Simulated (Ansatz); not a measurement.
# Does disorder add resistance in series? Mo(100) layers with 25 % Cu

Two lengths of the disordered region are known. What area resistance does the third give?

How it was computed: Ansatz 0.2.0, plane waves with PAW datasets at their recommended cutoffs (420 eV for most), Fermi-Dirac smearing; ballistic transmission by layer matching. The area resistance is RA = A (h/2e²)(1/T − 1/N), with T the zone-mean transmission per spin and N the lead's channels, both averaged over a few energies near the Fermi level; for magnets each spin is taken apart, with h/e², and the two conduct in parallel. Lateral cell 2x2, PBE, a fresh random draw for each length.

The runs, with one result withheld:

```
length (Å)  channels N  RA (fΩ m²)
      6.29       6.698        1.06
      12.6       6.677        1.76
      18.9       6.677           ?
```

**Estimate by hand.**

Ohm's law makes RA linear in the length: the slope is (1.76 − 1.06)/(12.6 − 6.29) = 0.111 fΩ m² per Å, or 111 µΩ cm. Then 1.76 + 0.111 × 6.29. Predicted: 2.46 fΩ m².

Check against the run:

1.77 fΩ m², so the prediction is 39 % too high. The three lengths together give 56 µΩ cm. Single draws scatter; these runs don't part the causes of the miss, and leave the question open.

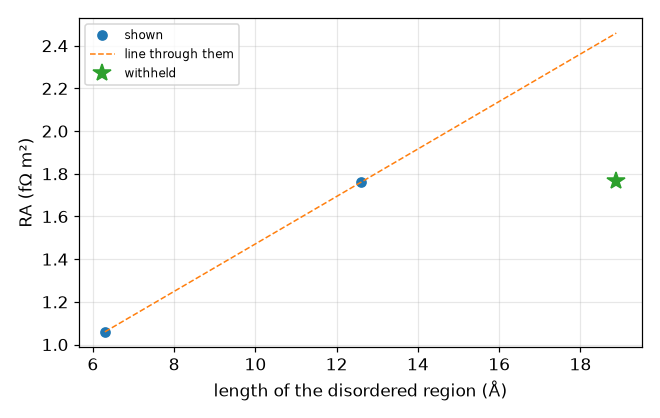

Area resistance against length.

Caveats: The scatterers repeat sideways with the small cell. The slope is a raw one; a model of isotropic scattering puts it 1.02 times the bulk value over these lengths. Atoms sit unrelaxed on the host's lattice, and the pair may not mix at random in practice.

[Logs are printed without paths, hosts, clocks, repeated set-up lines and the standing remarks that a program may print on its own settings, such as how far it seeks lower states.]
